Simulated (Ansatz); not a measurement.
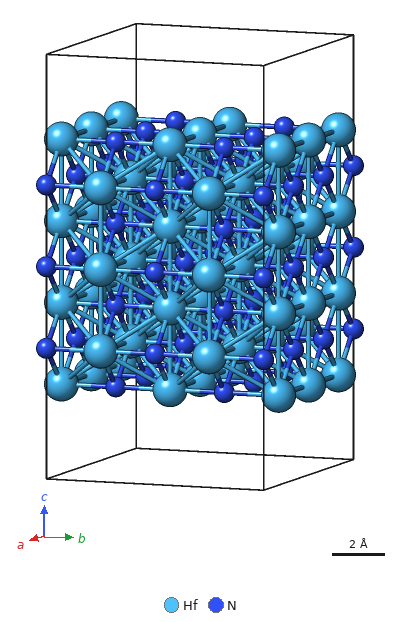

**Figure 1.** The structure as given in the input (ball-and-stick view of the 3 × 2 repeat of the cell, with the vacuum cut short, seen slightly off an axis). Near neighbours in the crystal (not all of them lie inside the picture): Hf has 7 Hf at 3.18 Å and 4 N at 2.25 Å; N has 4 Hf at 2.25 Å; Hf has 11 Hf at 3.18 Å and 6 N at 2.25 Å; N has 6 Hf at 2.25 Å; Hf has 12 Hf at 3.18 Å and 6 N at 2.25 Å.

## Single-point calculation of HfN (part 1 of 2)

System: HfN (slab, 14 atoms in the cell).
Method: DFT PBEsol, scalar-relativistic, plane waves, PAW, no spin polarisation (Ansatz 0.2.0).

It belongs to a series of runs on one base structure; here: (1 1 0) slab cut from the bulk. Figures and captions count atoms from 1; the log counts them from 0 in places.

### The input
```yaml
crystal:
  lattice:
    - [3.1830776068, 0.0, 0.0]
    - [0.0, 4.5015515216, 0.0]
    - [0.0, 0.0, 24.5492328204]
  atoms:
    - { symbol: Hf, position: [0.5, 0.0, 0.3055085287] }
    - { symbol: "N", position: [0.5, 0.5, 0.3055085287] }
    - { symbol: Hf, position: [0.0, 0.5, 0.3703390191] }
    - { symbol: "N", position: [0.0, 0.0, 0.3703390191] }
    - { symbol: Hf, position: [0.5, 0.0, 0.4351695096] }
    - { symbol: "N", position: [0.5, 0.5, 0.4351695096] }
    - { symbol: Hf, position: [0.0, 0.5, 0.5] }
    - { symbol: "N", position: [0.0, 0.0, 0.5] }
    - { symbol: Hf, position: [0.5, 0.0, 0.5648304904] }
    - { symbol: "N", position: [0.5, 0.5, 0.5648304904] }
    - { symbol: Hf, position: [0.0, 0.5, 0.6296609809] }
    - { symbol: "N", position: [0.0, 0.0, 0.6296609809] }
    - { symbol: Hf, position: [0.5, 0.0, 0.6944914713] }
    - { symbol: "N", position: [0.5, 0.5, 0.6944914713] }
basis:
  ecutwfc: 420
kpoints:
  mp_grid: { grid: [11, 8, 1] }
hamiltonian:
  xc: pbesol
scf:
  occupations: { method: gaussian, width: 0.1 }
output:
  forces: true
  stress: true
  eigenvalues: true
  write_density: true
  write_potential: true
  elf: true
  volumetric_format: npy
efield:
  axis: 3
  dipole_correction: true
  ramp_width: 0.04
```

Launch command:
```bash
ansatz run input.yaml --threads 2 --pin off --max-ram 4096MiB --backend cpu --events-out ev --progress --plain --runs-dir out
```

### The program's output
```
Engine: ansatz 0.2.0, x86_64-unknown-linux-gnu
Pseudopotentials: kind: paw
Pseudopotential: Hf, paw, valence charge 26, recommended cutoff 420 eV (normal), Hf.paw.azcp
Pseudopotential: N, paw, valence charge 5, recommended cutoff 420 eV (normal), N.paw.azcp
Functional definition: PBEsol
  exchange = pbesol_x
  correlation = pbesol_c
Crystal: 14 atoms, lattice volume = 351.761 Å³
Basis set: ecut = 420 eV, 6855 PW (Γ), exchange–correlation on 48×64×360 points (8 copies of the dense FFT grid, shifted against one another)
Bands: 131, of which v1, the nominal top of the filled ones, is band 109 counted from 1 (108 counted from 0)
Symmetry: 4 space group operations
k-points: 30 of 88
Non-local potential: Hf, projectors of the file, l = 0: 3, l = 1: 2, l = 2: 2, l = 3: 3
Non-local potential: N, projectors of the file, l = 0: 2, l = 1: 2, l = 2: 1
PAW form: soft (Blöchl's): semilocal exchange-correlation on the pseudo side does not see the compensation charge
PAW frozen core: Hf, regenerated for the run's functional, and the local potential with it (the file was generated under x = pbe(κ = 0.804, μ = 0.2195149727645171), c = pbe(β = 0.06672455060314922))
PAW frozen core: N, regenerated for the run's functional, and the local potential with it (the file was generated under x = pbe(κ = 0.804, μ = 0.2195149727645171), c = pbe(β = 0.06672455060314922))
PAW one-centre angular grid: Hf, 590 points (default); XC on 64 Gauss nodes
PAW one-centre angular grid: N, 110 points (default); XC on 64 Gauss nodes
Initial density: superposition of atomic densities (neutral atoms: chi_scale 0, normalization atom), corrected by the library's trained network
Initial wavefunctions: pseudopotential atomic-orbital guess
Functional: x = pbesol(κ = 0.804, μ = 0.12345679012345678), c = pbesol(β = 0.046)
SCF iter   1: F=—  HF=-111856.128670 eV  |F-HF|=—  |Δ(HF+E_count)|=         —  Δρ=7.14e-3  dr2=2.75e-1  ethr=1.77e-3  p=0.000 e·Å  D=2.56e-13 V/Å  ΔV_dip=-0.00 eV  dr2_dipole=1.92e-8  V_vac-E_F(+/−)=3.85/3.85 eV  ⟨swp⟩=6.4  Hψ=14914  notcnv=0  defer=39
efield: sawtooth ramp at fractional position 0.9800 (placed from the atoms, in the widest stretch of the axis that holds none; the zero of the levels goes with the place), width 0.0400; the density the first Hamiltonian is built on has a dipole p = 0.000 e·Å; the dipole correction subtracts the counter field D = 2.56e-13 V/Å, which shifts the + side's vacuum level by -0.00 eV against the − side's; the planar-averaged density in the ramp window peaks in size at 2.4e-5 e/Å³
preconditioner: auto → LDOS  [metal: Δε(μ)=0.010 eV  Ē_g=17.514 eV  σ=0.100 eV  W_gap=0.06  n_scr=98 (ndim 8)  ℏωp=28.2 eV  f_vac=0.493  D(μ)=6.46/eV (n_scr^D=32)  β→1.0]
SCF iter   2: F=—  HF=-111856.132085 eV  |F-HF|=—  |Δ(HF+E_count)|=   3.42e-3  Δρ=5.00e-3  dr2=9.38e-2  ethr=1.27e-4  p=0.000 e·Å  D=1.90e-6 V/Å  ΔV_dip=-0.00 eV  dr2_dipole=4.32e-8  V_vac-E_F(+/−)=3.74/3.74 eV  ⟨swp⟩=2.2  Hψ=7817  notcnv=0  defer=428
SCF iter   3: F=—  HF=-111856.113130 eV  |F-HF|=—  |Δ(HF+E_count)|=   1.90e-2  Δρ=9.27e-4  dr2=4.23e-3  ethr=4.32e-5  p=0.000 e·Å  D=2.90e-6 V/Å  ΔV_dip=-0.00 eV  dr2_dipole=3.09e-8  V_vac-E_F(+/−)=3.74/3.75 eV  ⟨swp⟩=2.1  Hψ=6331  notcnv=0  defer=428
SCF iter   4: F=—  HF=-111856.112230 eV  |F-HF|=—  |Δ(HF+E_count)|=   9.00e-4  Δρ=2.49e-4  dr2=2.36e-4  ethr=1.95e-6  p=0.000 e·Å  D=2.72e-6 V/Å  ΔV_dip=-0.00 eV  dr2_dipole=8.22e-9  V_vac-E_F(+/−)=3.72/3.72 eV  ⟨swp⟩=3.0  Hψ=8236  notcnv=0  defer=428
SCF iter   5: F=—  HF=-111856.112296 eV  |F-HF|=—  |Δ(HF+E_count)|=   6.52e-5  Δρ=1.34e-4  dr2=7.15e-5  ethr=1.09e-7  p=0.000 e·Å  D=2.31e-6 V/Å  ΔV_dip=-0.00 eV  dr2_dipole=6.21e-9  V_vac-E_F(+/−)=3.71/3.71 eV  ⟨swp⟩=2.6  Hψ=6938  notcnv=0  defer=428
SCF iter   6: F=—  HF=-111856.112455 eV  |F-HF|=—  |Δ(HF+E_count)|=   1.60e-4  Δρ=5.85e-5  dr2=2.42e-5  ethr=3.30e-8  p=0.000 e·Å  D=1.58e-6 V/Å  ΔV_dip=-0.00 eV  dr2_dipole=7.87e-11  V_vac-E_F(+/−)=3.70/3.70 eV  ⟨swp⟩=2.5  Hψ=6751  notcnv=0  defer=299
SCF iter   7: F=—  HF=-111856.112469 eV  |F-HF|=—  |Δ(HF+E_count)|=   1.41e-5  Δρ=2.08e-5  dr2=2.17e-6  ethr=1.11e-8  p=0.000 e·Å  D=8.40e-7 V/Å  ΔV_dip=-0.00 eV  dr2_dipole=9.08e-12  V_vac-E_F(+/−)=3.69/3.69 eV  ⟨swp⟩=2.5  Hψ=6381  notcnv=0  defer=287
SCF iter   8: F=—  HF=-111856.112471 eV  |F-HF|=—  |Δ(HF+E_count)|=   2.10e-6  Δρ=9.40e-6  dr2=4.40e-7  ethr=1.00e-9  p=0.000 e·Å  D=3.48e-7 V/Å  ΔV_dip=-0.00 eV  dr2_dipole=2.34e-10  V_vac-E_F(+/−)=3.69/3.69 eV  ⟨swp⟩=2.9  Hψ=7447  notcnv=0  defer=279
SCF iter   9: F=—  HF=-111856.112472 eV  |F-HF|=—  |Δ(HF+E_count)|=   6.38e-7  Δρ=5.89e-6  dr2=2.36e-7  ethr=4.61e-11  p=0.000 e·Å  D=2.13e-7 V/Å  ΔV_dip=-0.00 eV  dr2_dipole=2.00e-11  V_vac-E_F(+/−)=3.69/3.69 eV  ⟨swp⟩=22.1  Hψ=44253  notcnv=0
SCF iter  10: F=-111856.112472 eV  HF=-111856.112472 eV  |F-HF|=1.60e-9  |Δ(HF+E_count)|=   2.64e-7  Δρ=2.93e-6  dr2=8.65e-8  ethr=4.61e-11  p=0.000 e·Å  D=8.85e-8 V/Å  ΔV_dip=-0.00 eV  dr2_dipole=2.03e-12  V_vac-E_F(+/−)=3.69/3.69 eV  ⟨swp⟩=11.9  Hψ=36427  notcnv=0
SCF 1 converged in 10 iterations: F = -111856.112472 eV  dr2 = 8.65e-8
  greatest PAW one-centre occupation: 0.998 electrons in one spin orbital (limit 2), on the Hf atom at site 12 (counted from 0), in its partial waves of l = 3
```

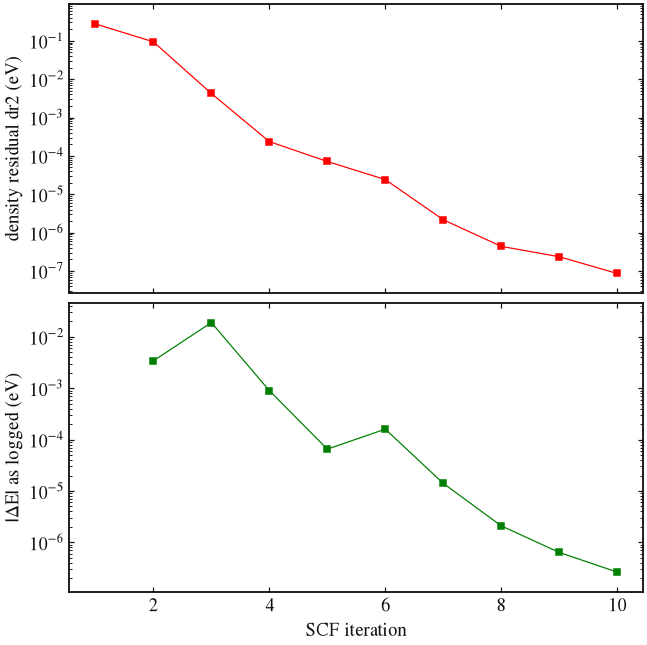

**Figure 2.** Convergence of the self-consistent field: density residual dr2 and size of the energy change against the SCF iteration. The residual falls at every step.

```
WARN: The output density's exchange-correlation potential varies sharply where the density is thin. Do not read a vacuum level from v_tot or v_xc, or from such a field of the output density. On a cell that repeats whose density bears no net charge and no dipole along the vacuum's axis use v_es (v_loc + v_h of the components); under efield.dipole_correction with no amplitude use v_es + v_field, which holds any external_charges[].barrier, or the levels of the report's work_function block, which leave it out; under a non-zero efield.amplitude the vacuum is tilted and has no level; on a cell that repeats and bears such a dipole with no correction it is tilted too, and efield.dipole_correction with no amplitude gives each side of its ramp a level where efield: is served; in a cell that repeats whose density bears a net charge (total_charge, or a fill off its count) it is curved and has none; of a slab under crystal.periodic whose density bears no net charge use v_es, which has a level on each side, short of where the two are joined; of another it falls or rises all the way out and has none; of a slab beside external_charges read slab_vacuum_level instead, which it has where they leave it neutral. The grid or the basis barely resolves most such structure, and the values can differ between equally converged runs; as a rule a tighter scf.convergence.dr2_threshold does not remove it. Where the density itself ripples (under the LDA too) a higher basis.ecutwfc lessens it. The files hold the spikes' plane waves up to the density's cutoff. Files: v_tot_of_output_density and the like, and their columns of v_z.tsv (output.write_potential); v_xc_of_output_density and the like, and their columns of v_comp_z.tsv (output.write_potential_components). Measured: with its Gaussian average of σ = 0.25 Å subtracted twice, the exchange-correlation potential is over 0.1 eV at 1622 of the grid points where the equally averaged density (valence and model cores) is under 1e-3 e/Å³, and 1.54 eV at the most among them, at an averaged density of 2.6e-7 e/Å³. The input density's (outcome.potential() and, of a run that writes arrays, v_tot and v_xc) is over 0.1 eV, so measured, at 130 points of its own thin density, 0.284 eV at the most. See output.write_potential in the manual, Limitations
SCF converged after 10 iterations
Free energy (F): -111856.112472 eV
Harris-Foulkes:  -111856.112472 eV  (|F-HF|=1.60e-9)
Internal energy: -111856.081738 eV  (E = F + TS)
E sigma→0 (E₀):  -111856.097105 eV
Entropy (-TS):   -0.030735 eV (-2.195 meV/atom)
Fermi energy:    8.802804 eV
Dipole field:    D = -0.000001 V/Å  (p = -0.000003 e·Å, saw-weighted, corrected)
Work function:   Φ+ = 3.6914 eV   Φ− = 3.6914 eV
Levels:          The Fermi level and band energies are counted from a zero that moves with the ramp; work functions are not
--- Per-component energies (eV) ---
  E_band       = -1938.704360
  E_kinetic    = 3878.433915
  E_local      = -399589.456100  (includes V_loc(G=0)·N_el)
  E_nonlocal   = -8349.183300
  E_hartree    = 197354.319231
  E_xc         = -2503.627468
  E_vxc        = -2398.822024  (∫ρ·V_xc dr)
  E_paw        = -48504.435723  (= ΣΔE_a)
  E_vpaw       = 9811.553233  (= ΣTr[D̂ρ^β])
  E_aug_tail   = 0.000640  (compensation charges beyond the density's cutoff)
  E_efield     = 0.000000  (sawtooth field / dipole correction)
  E_vefield    = 0.000000  (∫n·V_field dr)
  E_ewald      = 145848.912735
  E_core_change = 8.954333  (= ΣΔE_core)
  E_smearing   = -0.030735  (= −TS)
  E_closure    = -0.000000  (closes the sum)
  Σ components = -111856.112472   (vs F -111856.112472, Δ=0.00e0)
--- Forces (eV/Å), atoms counted from 1 ---
  atom   1  Hf     0.00000000     0.00000000     0.88522327
  atom   2  N      0.00000000     0.00000000     1.04160165
  atom   3  Hf     0.00000000     0.00000000    -1.41286906
  atom   4  N      0.00000000     0.00000000    -0.61057784
  atom   5  Hf     0.00000000     0.00000000    -0.43162643
  atom   6  N      0.00000000     0.00000000     0.18900004
  atom   7  Hf     0.00000000     0.00000000    -0.00000011
  atom   8  N      0.00000000     0.00000000     0.00000011
  atom   9  Hf     0.00000000     0.00000000     0.43162664
  atom  10  N      0.00000000     0.00000000    -0.18900011
  atom  11  Hf     0.00000000     0.00000000     1.41286944
  atom  12  N      0.00000000     0.00000000     0.61057825
  atom  13  Hf     0.00000000     0.00000000    -0.88522412
  atom  14  N      0.00000000     0.00000000    -1.04160137
  max |Σ_I F_I| component: 3.66e-7 eV/Å
--- Stress (GPa, compression-positive) ---
       -1.106546       0.000000       0.000000
        0.000000      -6.495409       0.000000
        0.000000       0.000000      -2.161827
  P = ⅓ Tr σ = -3.2546 GPa (-32.546 kbar)
--- Band table (eV; the first three rows and the last of 30) ---
  k-point 0: bands = ["-53.9519", "-53.9519", "-53.7749", "-53.7288", "-53.7119", "-53.5159", "-53.5159", "-22.9846", "-22.9620", "-22.9486", "-22.7912", "-22.7491", "-22.7222", "-22.6612", "-22.5408", "-22.5173", "-22.4685", "-22.4120", "-22.3883", "-22.3719", "-22.3161", "-22.3013", "-22.2160", "-22.1857", "-22.1733", "-22.1526", "-22.0329", "-22.0302", "-8.4077", "-7.6999", "-7.4153", "-6.9385", "-6.9319", "-5.3343", "-5.3091", "-3.9546", "-3.9541", "-3.9422", "-3.9421", "-3.9179", "-3.9179", "-3.8915", "-3.8915", "-3.8752", "-3.8749", "-3.8509", "-3.8509", "-3.8141", "-3.8141", "-3.7257", "-3.7133", "-3.7126", "-3.6900", "-3.6891", "-3.6814", "-3.6717", "-3.6702", "-3.6664", "-3.6594", "-3.6548", "-3.6453", "-3.6450", "-3.6446", "-3.6343", "-3.6291", "-3.6230", "-3.6190", "-3.6164", "-3.6163", "-3.6066", "-3.4696", "-3.4695", "-3.4388", "-3.4374", "-3.4352", "-3.4351", "-3.4349", "-3.4342", "-3.4172", "-3.4170", "-3.4103", "-3.4086", "-3.3860", "-3.3674", "1.4753", "1.7025", "2.6621", "3.1459", "3.2033", "3.3206", "3.3447", "3.3458", "3.5907", "3.9028", "4.1746", "4.3893", "4.4136", "4.7908", "4.9693", "5.0608", "6.1572", "6.1742", "6.3864", "6.5727", "6.8298", "7.1432", "7.7776", "8.3817", "8.6881", "8.8080", "8.8853", "9.0032", "9.3514", "9.3897", "9.7335", "9.7985", "10.3232", "10.4558", "10.4618", "10.9767", "11.3968", "11.3986", "11.4436", "11.5133", "11.6202", "11.8341", "12.0422", "12.4428", "12.5187", "12.5460", "12.5599"]
```
